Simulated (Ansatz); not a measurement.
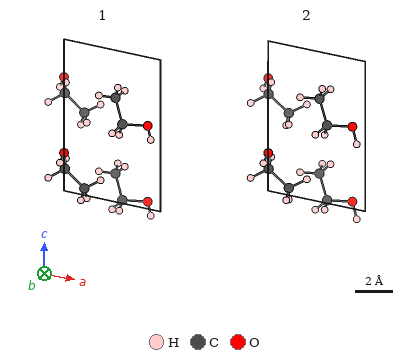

Two geometries of crystalline H6C2O (set up in Pc) (coarse preliminary run), drawn at one scale. One is the start of a relaxation, the other its converged end. The picture is a ball-and-stick view of the cell of the calculation, seen along the b axis.

These are results of DFT PBE+D3(BJ), scalar-relativistic, plane waves, PAW in Ansatz 0.2.0, not measurements. (plane-wave cutoff 420 eV; k-point mesh 4 × 4 × 4; occupations gaussian; smearing width 0.1 eV; no spin polarisation; cell and atoms relaxed; force threshold 0.05 eV/Å; at most 70 steps)

**Which geometry has the lower energy?**

Structure 2 is the relaxed one. After 7 accepted moves (8 points after the start) the energy has fallen by 305 meV per atom. The largest force component goes from 15 to 0.026 eV/Å. The pressure goes from 27.85 to −0.07 GPa. The SCF was repeated once at an unchanged geometry on a basis and grid sized afresh for the cell, which shifted the energy by 0.1 meV per atom at most. The largest moves relative to the cell, 0.23 Å, are those of H atoms. Largest moves by element: H 0.23 Å, O 0.05 Å, C 0.05 Å. The drawn cell changes as follows: a 5.377 → 5.411 Å (+0.6 %), b 6.882 → 6.886 Å (+0.1 %), c 8.255 → 8.156 Å (−1.2 %), β 102.2° → 101.9°; the volume changes by −0.4 %. Near-neighbour distances that change, for instance: H–O 0.790 → 1.001 Å, C–H 0.925 → 1.099 Å, C–H 0.948 → 1.098 Å, H–O 0.855 → 1.002 Å. Among the angles between lasting bonds that change: H–C–H 95.0° → 107.2°, H–C–C 117.8° → 110.6°, H–C–C 116.9° → 110.2°. The space group stays Pc (No. 7). Cost: 110 s on 8 threads of Arm Neoverse V1 (shared host), peak memory 1.5 GiB.
